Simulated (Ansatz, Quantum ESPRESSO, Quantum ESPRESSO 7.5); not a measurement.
**1T-CdI2, 1 layer in an electric field**

Wanted: polarisability and gap of 1T-CdI2, 1 layer against a perpendicular field.

Calculated with Quantum ESPRESSO 7.5; plane-wave DFT, vdW-DF-cx, GBRV ultrasoft pseudopotentials made under PBE (geometry and cross-check by Ansatz 0.2.0 with PAW datasets; geometry under PBE).

### 1. The starting structure

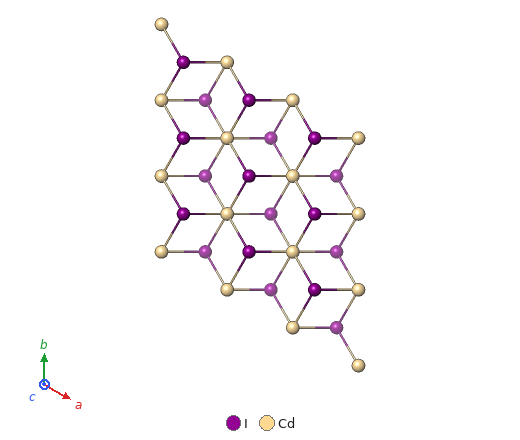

The cell as given, from above (iodine purple, cadmium orange). 3×3×1 cells are drawn. Some periodic images of atoms are drawn too.

The cell holds 3 atoms: 2 I and 1 Cd. Its edges and angles: a = 4.330 Å, b = 4.330 Å, c = 19.423 Å, α = 90.0°, β = 90.0°, γ = 120.0°. It derives from CdI2. Vacuum lies along c.

### 2. Geometry from Ansatz

The geometry comes first, from a plane-wave PAW code, so that the later runs on this slab share one structure.

Input file input.yaml:

```yaml
crystal:
  lattice:
    - [4.33, 0.0, 0.0]
    - [-2.165, 3.7498899984, 0.0]
    - [0.0, 0.0, 19.4229326583]
  atoms:
    - { symbol: I, position: [0.6666666667, 0.3333333333, 0.4376270128] }
    - { symbol: Cd, position: [0.0, 0.0, 0.5] }
    - { symbol: I, position: [0.3333333333, 0.6666666667, 0.5623729872] }
kpoints:
  mp_grid: { grid: [6, 6, 1] }
hamiltonian:
  xc: pbe
scf:
  occupations: { method: fermi_dirac, width: 0.05 }
  convergence: { dr2_threshold: 1.0e-08 }
efield:
  axis: 3
  dipole_correction: true
  ramp_position: 0.97
  ramp_width: 0.04
relax:
  f_tol: 0.01
  cell: { fix: [c, alpha, beta] }
output:
  write_potential: true
  write_density: true
  volumetric_format: npy
```

Run with:

```bash
$ ansatz run input.yaml --threads 4 --pin off --max-ram 8192MiB --backend cpu --events-out ev --progress --plain --runs-dir out
```

Numbers of over 12 decimals in the logs are rounded to 6 here.

The log of the run:

```text
Warning: relax.cell: scf.convergence.dr2_threshold = 1e-8 eV is looser than the 3e-10 eV advised for a relaxation that steers and ends on the stress (1e-10 eV for each atom of the cell: 3). What an SCF threshold leaves in a stress goes as its square root, and in the free energy as the threshold itself, and one threshold admits the most on a small cell: [figures from the program's tests cut] Set scf.convergence.dr2_threshold to 3e-10 eV or tighter. The threshold is an SCF's pass mark: one that does not reach it within its budget of iterations ends unconverged, or closes short of it on a stop that the run arms, and scf.convergence.dr2_threshold's page says what that costs each kind of run
Engine: ansatz 0.2.0, aarch64-unknown-linux-gnu
Pseudopotentials: kind: paw
Pseudopotential: I, paw, valence charge 17, recommended cutoff 420 eV (normal), I.paw.azcp
Pseudopotential: Cd, paw, valence charge 20, recommended cutoff 420 eV (normal), Cd.paw.azcp
Functional definition: PBE
  parameter kappa = 0.804
  parameter beta = 0.066725
  exchange = pbe_x(kappa = kappa, mu = beta*pi^2/3)
  correlation = pbe_c(beta = beta)
Crystal: 3 atoms, lattice volume = 315.371 Å³
Basis set: ecut = 420 eV, 6191 PW (Γ), exchange–correlation on 60×60×270 points (8 copies of the dense FFT grid, shifted against one another)
Bands: 33, of which v1, the nominal top of the filled ones, is band 27 counted from 1 (26 counted from 0)
Symmetry: 6 space group operations
k-points: 7 of 36 (time reversal used)
Non-local potential: I, projectors of the file, l = 0: 2, l = 1: 2, l = 2: 2, l = 3: 2
Non-local potential: Cd, projectors of the file, l = 0: 3, l = 1: 2, l = 2: 2, l = 3: 1
PAW form: soft (Blöchl's): semilocal exchange-correlation on the pseudo side does not see the compensation charge
PAW one-centre angular grid: I, 590 points (default); XC on 64 Gauss nodes
PAW one-centre angular grid: Cd, 590 points (default); XC on 64 Gauss nodes
Initial density: superposition of atomic densities (neutral atoms: chi_scale 0, normalization atom), corrected by the library's trained network
Initial wavefunctions: pseudopotential atomic-orbital guess
Functional: x = pbe(κ = 0.804, μ = 0.219515), c = pbe(β = 0.066725)
SCF iter   1: F=—  HF=-23280.531589 eV  |F-HF|=—  |Δ(HF+E_count)|=         —  Δρ=8.65e-4  dr2=2.17e-3  ethr=1.77e-3  p=0.000 e·Å  D=4.96e-5 V/Å  ΔV_dip=-0.00 eV  dr2_dipole=7.14e-8  V_vac-E_F(+/−)=4.77/4.77 eV  ⟨swp⟩=12.3  Hψ=1354  notcnv=0  defer=4
efield: sawtooth ramp at fractional position 0.9700 (set: `efield.ramp_position`, or a place that a band, a saddle search or an elastic batch's reference lends), width 0.0400; the density the first Hamiltonian is built on has a dipole p = 0.000 e·Å; the dipole correction subtracts the counter field D = 4.96e-5 V/Å, which shifts the + side's vacuum level by -0.00 eV against the − side's; the planar-averaged density in the ramp window peaks in size at 1.2e-5 e/Å³
preconditioner: auto → Resta (q_TF=auto, 2.033 Å⁻¹)  ε∞=1.8  [insulator: Δε(μ)=2.784 eV  Ē_g=11.851 eV  σ=0.050 eV  W_gap=1.00  n_scr=54 (ndim 8)  ℏωp=10.7 eV  f_vac=0.697  D(μ)=0.00/eV (n_scr^D=0)  ε∞_Penn≈1.8  vacuum switching on, ρ_ref=1.0e-2 e/Å³]
SCF iter   2: F=—  HF=-23280.533603 eV  |F-HF|=—  |Δ(HF+E_count)|=   2.01e-3  Δρ=4.25e-4  dr2=4.26e-4  ethr=4.02e-6  p=-0.000 e·Å  D=-4.04e-5 V/Å  ΔV_dip=0.00 eV  dr2_dipole=9.53e-8  V_vac-E_F(+/−)=4.73/4.73 eV  ⟨swp⟩=3.0  Hψ=561  notcnv=0  defer=11
SCF iter   3: F=—  HF=-23280.534252 eV  |F-HF|=—  |Δ(HF+E_count)|=   6.49e-4  Δρ=1.43e-4  dr2=4.67e-5  ethr=7.89e-7  p=0.000 e·Å  D=9.75e-5 V/Å  ΔV_dip=-0.00 eV  dr2_dipole=1.93e-7  V_vac-E_F(+/−)=4.72/4.72 eV  ⟨swp⟩=2.9  Hψ=342  notcnv=0  defer=11
SCF iter   4: F=—  HF=-23280.534372 eV  |F-HF|=—  |Δ(HF+E_count)|=   1.20e-4  Δρ=3.48e-5  dr2=4.98e-6  ethr=8.64e-8  p=-0.000 e·Å  D=-1.23e-4 V/Å  ΔV_dip=0.00 eV  dr2_dipole=5.19e-7  V_vac-E_F(+/−)=4.71/4.71 eV  ⟨swp⟩=2.3  Hψ=343  notcnv=0  defer=11
SCF iter   5: F=—  HF=-23280.534453 eV  |F-HF|=—  |Δ(HF+E_count)|=   8.03e-5  Δρ=1.56e-5  dr2=1.63e-6  ethr=9.21e-9  p=0.000 e·Å  D=1.23e-4 V/Å  ΔV_dip=-0.00 eV  dr2_dipole=3.45e-7  V_vac-E_F(+/−)=4.71/4.71 eV  ⟨swp⟩=2.7  Hψ=482  notcnv=0  defer=12
SCF iter   6: F=—  HF=-23280.534453 eV  |F-HF|=—  |Δ(HF+E_count)|=   2.03e-7  Δρ=8.63e-6  dr2=1.75e-7  ethr=3.02e-9  p=-0.000 e·Å  D=-2.40e-6 V/Å  ΔV_dip=0.00 eV  dr2_dipole=5.43e-9  V_vac-E_F(+/−)=4.71/4.71 eV  ⟨swp⟩=2.1  Hψ=265  notcnv=0  defer=12
SCF iter   7: F=—  HF=-23280.534453 eV  |F-HF|=—  |Δ(HF+E_count)|=   8.04e-8  Δρ=2.15e-6  dr2=1.06e-8  ethr=3.24e-10  p=0.000 e·Å  D=1.37e-5 V/Å  ΔV_dip=-0.00 eV  dr2_dipole=4.50e-11  V_vac-E_F(+/−)=4.71/4.71 eV  ⟨swp⟩=2.0  Hψ=401  notcnv=0  defer=12
SCF iter   8: F=-23280.534453 eV  HF=-23280.534453 eV  |F-HF|=5.76e-9  |Δ(HF+E_count)|=   5.07e-8  Δρ=4.56e-7  dr2=5.42e-10  ethr=1.85e-11  p=0.000 e·Å  D=1.22e-5 V/Å  ΔV_dip=-0.00 eV  dr2_dipole=2.56e-13  V_vac-E_F(+/−)=4.71/4.71 eV  ⟨swp⟩=9.1  Hψ=1317  notcnv=0
SCF 1 converged in 8 iterations: F = -23280.534453 eV  dr2 = 5.42e-10
  greatest PAW one-centre occupation: 1.000 electrons in one spin orbital (limit 2), on the Cd atom at site 1 (counted from 0), in its partial waves of l = 0
relax step   1: F+E_penalty+E_count = -23280.53445287 eV  Δ(F+E_penalty+E_count) = +0.000e0 eV  max|allowed force component| = 3.273e0 eV/Å  Δτ_max = 0.0000 Å  P = +4.333 GPa  Ω = 315.371 Å³  fix = [c, alpha, beta]  reactions: c +4.030 GPa  (8 SCF iters, accepted)
Crystal: 3 atoms, lattice volume = 321.901 Å³
Basis set: ecut = 420 eV, 6335 PW (Γ), exchange–correlation on 60×60×270 points (8 copies of the dense FFT grid, shifted against one another)
Initial density: handed on by an earlier stage of this run
Initial wavefunctions: those handed on with the density
iter 1 solved again at ethr=2.67e-5 eV; its pass at ethr=3.10e-3 eV (dr2=1.44e-2 eV) is discarded
SCF iter   1: F=—  HF=-23281.594969 eV  |F-HF|=—  |Δ(HF+E_count)|=         —  Δρ=2.66e-3  dr2=1.33e-2  ethr=2.67e-5  p=-0.000 e·Å  D=-1.06e-5 V/Å  ΔV_dip=0.00 eV  dr2_dipole=6.30e-10  V_vac-E_F(+/−)=4.95/4.95 eV  ⟨swp⟩=2.4  Hψ=1469  notcnv=0
[...]
relax step   5: F+E_penalty+E_count = -23282.03841236 eV  Δ(F+E_penalty+E_count) = -1.390e-2 eV  max|allowed force component| = 1.958e-2 eV/Å  Δτ_max = 0.0565 Å  P = -0.039 GPa  Ω = 316.188 Å³  energy of the carried Pulay correction = -5.280e-5 eV  fix = [c, alpha, beta]  reactions: c -0.033 GPa  (7 SCF iters, accepted)
[...]
relax step   6: F+E_penalty+E_count = -23282.03856436 eV  Δ(F+E_penalty+E_count) = -1.520e-4 eV  max|allowed force component| = 1.788e-4 eV/Å  Δτ_max = 0.0033 Å  P = -0.010 GPa  Ω = 315.835 Å³  energy of the carried Pulay correction = -3.001e-5 eV  fix = [c, alpha, beta]  reactions: c +0.001 GPa  (5 SCF iters, accepted)
Initial wavefunctions: pseudopotential atomic-orbital guess (no wavefunctions were taken with the density)
iter 1 solved again at ethr=7.82e-6 eV; its pass at ethr=3.10e-3 eV (dr2=4.22e-3 eV) is discarded
SCF iter   1: F=—  HF=-23282.037182 eV  |F-HF|=—  |Δ(HF+E_count)|=         —  Δρ=5.61e-5  dr2=4.75e-7  ethr=7.82e-6  p=-0.000 e·Å  D=-9.42e-6 V/Å  ΔV_dip=0.00 eV  dr2_dipole=2.03e-9  V_vac-E_F(+/−)=5.15/5.15 eV  ⟨swp⟩=4.1  Hψ=1729  notcnv=0
efield: sawtooth ramp at fractional position 0.9700 (set: `efield.ramp_position`, or a place that a band, a saddle search or an elastic batch's reference lends), width 0.0400; the density the first Hamiltonian is built on has a dipole p = -0.000 e·Å; the dipole correction subtracts the counter field D = -9.42e-6 V/Å, which shifts the + side's vacuum level by +0.00 eV against the − side's; the planar-averaged density in the ramp window peaks in size at 3.2e-6 e/Å³
eigensolver tolerance schedule: the retry pair's looser diagonalisation over-reported the residual by 8890.05 of it (diagonalisation noise at an unbounded share of the residual, at the tolerance the schedule requests for it); recorded, not acted on — ethr = c·dr2/N_el stays at c = 1.0e-1
preconditioner: auto → Resta (q_TF=auto, 2.033 Å⁻¹)  ε∞=1.9  [insulator: Δε(μ)=2.503 eV  Ē_g=11.131 eV  σ=0.050 eV  W_gap=1.00  n_scr=54 (ndim 8)  ℏωp=10.7 eV  f_vac=0.650  D(μ)=0.00/eV (n_scr^D=0)  ε∞_Penn≈1.9  vacuum switching on, ρ_ref=9.0e-3 e/Å³]
SCF iter   2: F=—  HF=-23282.038154 eV  |F-HF|=—  |Δ(HF+E_count)|=   9.71e-4  Δρ=2.85e-5  dr2=2.18e-7  ethr=8.80e-10  p=0.000 e·Å  D=3.67e-6 V/Å  ΔV_dip=-0.00 eV  dr2_dipole=1.01e-9  V_vac-E_F(+/−)=5.15/5.15 eV  ⟨swp⟩=3.9  Hψ=622  notcnv=0  defer=1
SCF iter   3: F=—  HF=-23282.038355 eV  |F-HF|=—  |Δ(HF+E_count)|=   2.01e-4  Δρ=1.87e-5  dr2=4.75e-8  ethr=4.04e-10  p=-0.000 e·Å  D=-3.03e-6 V/Å  ΔV_dip=0.00 eV  dr2_dipole=6.23e-11  V_vac-E_F(+/−)=5.15/5.15 eV  ⟨swp⟩=2.6  Hψ=311  notcnv=0  defer=1
SCF iter   4: F=—  HF=-23282.038583 eV  |F-HF|=—  |Δ(HF+E_count)|=   2.28e-4  Δρ=1.95e-6  dr2=1.05e-8  ethr=8.79e-11  p=0.000 e·Å  D=7.94e-6 V/Å  ΔV_dip=-0.00 eV  dr2_dipole=3.03e-9  V_vac-E_F(+/−)=5.15/5.15 eV  ⟨swp⟩=3.1  Hψ=373  notcnv=0  defer=1
iter 5 met the thresholds in force, and the SCF goes on: an eigenvalue changes by 7.32 meV, over its tolerance of 3.16 meV (output.eigenvalues, Limitations)
SCF iter   5: F=-23282.038591 eV  HF=-23282.038589 eV  |F-HF|=2.13e-6  |Δ(HF+E_count)|=   6.19e-6  Δρ=8.00e-7  dr2=4.92e-9  ethr=1.85e-11  p=-0.000 e·Å  D=-8.06e-6 V/Å  ΔV_dip=0.00 eV  dr2_dipole=1.52e-9  V_vac-E_F(+/−)=5.15/5.15 eV  ⟨swp⟩=14.7  Hψ=1549  notcnv=0
SCF iter   6: F=-23282.038591 eV  HF=-23282.038591 eV  |F-HF|=5.83e-7  |Δ(HF+E_count)|=   1.55e-6  Δρ=3.58e-7  dr2=6.27e-10  ethr=9.12e-12  p=-0.000 e·Å  D=-3.31e-6 V/Å  ΔV_dip=0.00 eV  dr2_dipole=1.19e-10  V_vac-E_F(+/−)=5.15/5.15 eV  ⟨swp⟩=9.3  Hψ=1295  notcnv=0
SCF 7 converged in 6 iterations: F = -23282.038591 eV  dr2 = 6.27e-10
relax step   7: F+E_penalty+E_count = -23282.03859133 eV  Δ(F+E_penalty+E_count) = -2.697e-5 eV  max|allowed force component| = 1.804e-4 eV/Å  Δτ_max = 0.0000 Å  P = -0.011 GPa  Ω = 315.835 Å³  fix = [c, alpha, beta]  reactions: c -0.000 GPa  stress off target by 1.66e-2 GPa on what of the cell is left free  SCF on the basis re-selected at this cell (its energy is not comparable with the rows above)  (6 SCF iters)
basis re-selected at this cell: Δ(F+E_penalty+E_count) = -2.697e-5 eV, ΔP = -0.001 GPa vs the last step (what re-selecting the basis moved, of the pressure what is left beyond the Pulay correction that the steps carried, after the strain that the cell walked since its last selection, with what the two solves' SCF thresholds leave and, on support functions, any second-order correction that the steps lacked; it is no m [...]
WARN: The input density's exchange-correlation potential varies sharply where the density is thin. Do not read a vacuum level from v_tot or v_xc, or from such a field of the output density. On a cell that repeats whose density bears no net charge and no dipole along the vacuum's axis use v_es (v_loc + v_h of the components); under efield.dipole_correction with no amplitude use v_es + v_field, which holds any external [...]
SCF converged after 6 iterations
an eigenvalue changed by more than its tolerance at an iteration that met the thresholds in force, so the SCF went on 1 time: the last check found none over its tolerance
Free energy (F): -23282.038591 eV
Harris-Foulkes:  -23282.038591 eV  (|F-HF|=5.83e-7)
Internal energy: -23282.038591 eV  (E = F + TS)
E sigma→0 (E₀):  -23282.038591 eV
Fermi energy:    -0.913090 eV
Dipole field:    D = 0.000008 V/Å  (p = 0.000015 e·Å, saw-weighted, corrected)
Work function:   Φ+ = 5.1506 eV   Φ− = 5.1508 eV
Levels:          The Fermi level and band energies are counted from a zero that moves with the ramp; work functions are not
--- Per-component energies (eV) ---
  E_band       = -1701.769788
  E_kinetic    = 880.781523
  E_local      = -36342.857902  (includes V_loc(G=0)·N_el)
  E_nonlocal   = -147.284114
  E_hartree    = 17879.489201
  E_xc         = -431.337590
  E_vxc        = -476.706695  (∫ρ·V_xc dr)
  E_paw        = -13716.661117  (= ΣΔE_a)
  E_vpaw       = -1374.683195  (= ΣTr[D̂ρ^β])
  E_aug_tail   = 0.000021  (compensation charges beyond the density's cutoff)
  E_efield     = 0.000000  (sawtooth field / dipole correction)
  E_vefield    = -0.000088  (∫n·V_field dr)
  E_ewald      = 8595.831389
  E_smearing   = -0.000000  (= −TS)
  E_closure    = 0.000000  (closes the sum)
  Σ components = -23282.038591   (vs F -23282.038591, Δ=0.00e0)
--- Forces (eV/Å), atoms counted from 1 ---
  atom   1  I      0.00000000    -0.00000000     0.00018044
  atom   2  Cd    -0.00000000     0.00000000    -0.00002049
  atom   3  I      0.00000000     0.00000000    -0.00015997
  max |Σ_I F_I| component: 1.50e-8 eV/Å
--- Stress (GPa, compression-positive) ---
       -0.016553      -0.000000       0.000000
        0.000000      -0.016553      -0.000000
        0.000000      -0.000000      -0.000395
  P = ⅓ Tr σ = -0.0112 GPa (-0.112 kbar)
--- Band table (eV; the first three rows and the last of 7) ---
  k-point 0: bands = [... 23 lower, -2.4442, -2.4442, -2.1955, -2.1955, 0.6010, 2.3460, 3.8438, 3.8792, ... 2 higher]
  k-point 1: bands = [... 23 lower, -2.8060, -2.7600, -2.7482, -2.1916, 1.0620, 2.9629, 3.6269, 4.0411, ... 2 higher]
  k-point 2: bands = [... 23 lower, -3.4666, -3.2194, -2.5907, -2.2908, 0.6830, 3.0540, 4.1319, 4.7633, ... 2 higher]
  k-point 6: bands = [... 23 lower, -4.3029, -3.9855, -2.6664, -2.6664, 0.9283, 4.0555, 4.0555, 5.3994, ... 2 higher]
--- Relaxed structure (6 steps of the walk, 6 accepted, 1 SCFs on fresh bases) ---
  F+E_penalty+E_count = -23282.03859133 eV   max|allowed force component| = 1.804e-4 eV/Å   (the final SCF, on the basis selected at the relaxed cell)
  cell:  # Å, volume = 315.8348 Å³
    - [4.333185, 1.1788709242397974e-19, 0]
    - [-2.166593, 3.752649, 0]
    - [0, 0, 19.4229326583]
  atoms:
    - { symbol: I, position: [0.666667, 0.333333, 0.411595] }
    - { symbol: Cd, position: [0, 0, 0.500000] }
    - { symbol: I, position: [0.333333, 0.666667, 0.588404] }
```

Wall time 11 s (4 threads of Arm Neoverse V2, shared host); peak memory 0.6 GiB; 42 s of CPU time.

Step by step:

```
step  energy less that of the first step (eV)  largest force component (eV/Å)  pressure (GPa)  volume (Å³)
   1                                   0.0000                          3.2733            4.33       315.37
   2                                  -1.0601                          1.6102            1.87       321.90
   3                                  -1.4541                          0.4893            0.52       319.57
   4                                  -1.4901                          0.2441           -0.29       314.85
   5                                  -1.5040                          0.0196           -0.04       316.19
   6                                  -1.5041                          0.0002           -0.01       315.83
  7*                                  -1.5041                          0.0002           -0.01       315.83
```

Relaxation steps marked * repeat the geometry before them on a plane-wave basis chosen anew for their cell, so energy and pressure can jump there.

Forces are held to the 6 operations that the run works with; a distortion that breaks them can't arise in this run.

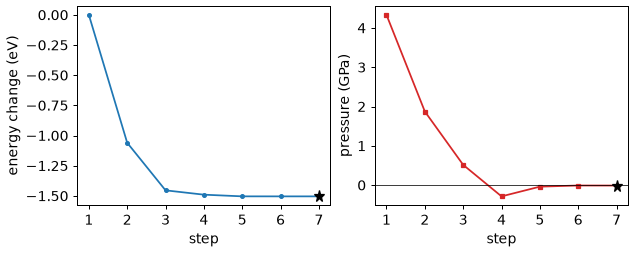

Energy and pressure along the relaxation. Stars mark steps on a basis chosen anew.

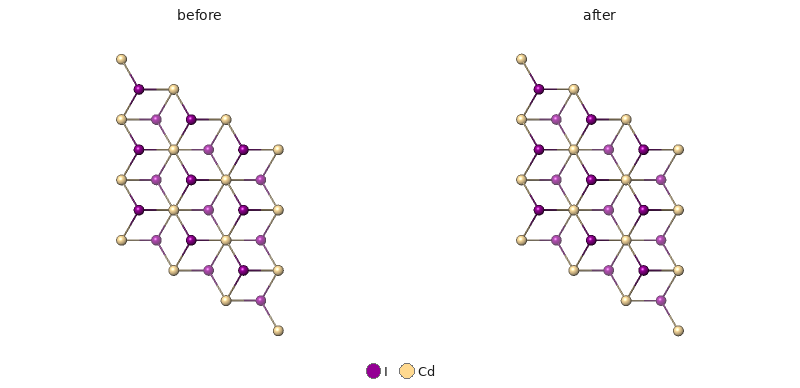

The structure before and after the relaxation, drawn at the same scale.

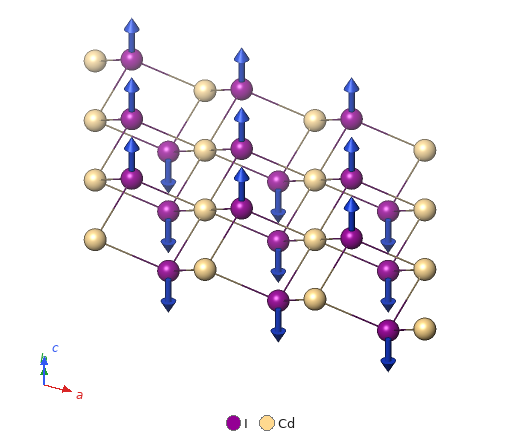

Displacements in the relaxation, exaggerated, measured against the changing cell; the longest in the cell stands for 0.51 Å. 3×3×1 cells are drawn. Some periodic images of atoms are drawn too.

```
cell as run  before  after  change
      a (Å)   4.330  4.333  +0.1 %
      b (Å)   4.330  4.333  +0.1 %
```

The atoms that moved most (Å, along periodic axes as changes of fractional coordinates times the final cell, across vacuum about the mean position):

```
atom     dx     dy      dz  length
  I1  0.000  0.000  -0.506   0.506
  I3  0.000  0.000   0.506   0.506
```

Final coordinates:

```xyz
3
Lattice="4.3332 0.0000 0.0000 -2.1666 3.7526 0.0000 0.0000 0.0000 19.4229" Properties=species:S:1:pos:R:3
I     2.1666    1.2509    7.9944
Cd    0.0000    0.0000    9.7115
I     0.0000    2.5018   11.4285
```

This step gave:

- free energy: -23282.0386 eV
- Fermi energy: -0.9131 eV
- gap by band count: 2.503 eV
- symmetry operations: 6
- dipole along the normal: 1.46e-5 e·Å
- vacuum level at the upper face over a Fermi level inside the gap: 5.151 eV
- vacuum level at the lower face over a Fermi level inside the gap: 5.151 eV

[end of part 1 of 6]

[Logs are printed without paths, hosts, clocks, repeated set-up lines and the standing remarks that a program may print on its own settings, such as how far it seeks lower states.]

[Hosts, paths, dates, database ids (printed as entryN), source tags and the programs' standing remarks are cut or masked in the printed files.]

[Maps of the electrostatic potential energy from Ansatz leave out the sawtooth potential of an applied field or a dipole correction, so their vacuum need not be flat; planar profiles and work functions include it.]
